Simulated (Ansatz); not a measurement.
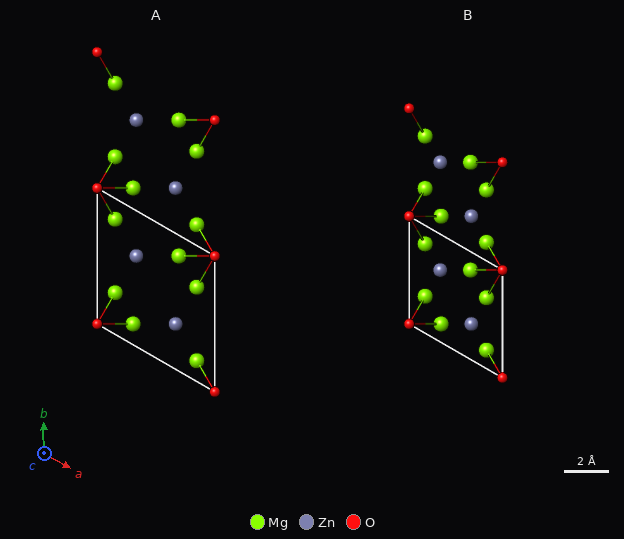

Two geometries of crystalline Mg₃Zn₂O (a generated structure, set up in P6_3/mmc) (coarse preliminary run), drawn at one scale. One is the start of a relaxation, the other its converged end. Style: ball-and-stick. Shown: the cell of the calculation, repeated 1 × 2 × 1 with one cell outlined, along the c axis.

Level of theory: DFT PBE, scalar-relativistic, plane waves, PAW (Ansatz 0.2.0). (plane-wave cutoff 420 eV; k-point mesh 6 × 6 × 2; occupations gaussian; smearing width 0.1 eV; no spin polarisation; cell and atoms relaxed; force threshold 0.04 eV/Å; at most 70 steps)

> Which of the two is the end point?

Structure A is the relaxed one. After 10 accepted moves (12 points after the start) the energy has fallen by 782 meV per atom. The largest force component goes from 1.7 to 0.019 eV/Å. Pressure: 16.16 GPa at the start and −0.04 GPa at the end. At 2 points the geometry stayed and the basis and grid were re-selected for the new cell (energy shift of 56.4 meV per atom at most each time). The largest moves relative to the cell, 0.20 Å, are those of Mg atoms. By element the largest moves are Mg 0.20 Å, Zn 0.03 Å. O stays in place. The volume changes by +21.8 %, with a = b 4.947 → 6.239 Å (+26.1 %), c 7.733 → 5.922 Å (−23.4 %). Among the contacts that change: Mg–Mg 2.405 → 3.377 Å, Zn–Zn 2.926 → 2.302 Å, Mg–Mg 2.542 → 2.862 Å, Mg–O 2.427 → 2.219 Å. Among the angles between lasting bonds that change: O–Mg–O 105.6° → 83.7°, Mg–O–Mg 116.8° → 99.7°, Mg–O–Mg 63.2° → 80.3°. The space group stays P6_3/mmc (No. 194).

Limits of the set-up: the k-point mesh is coarse for a cell with partly filled bands; layers or molecules are held without a dispersion correction, so their spacing is unreliable.
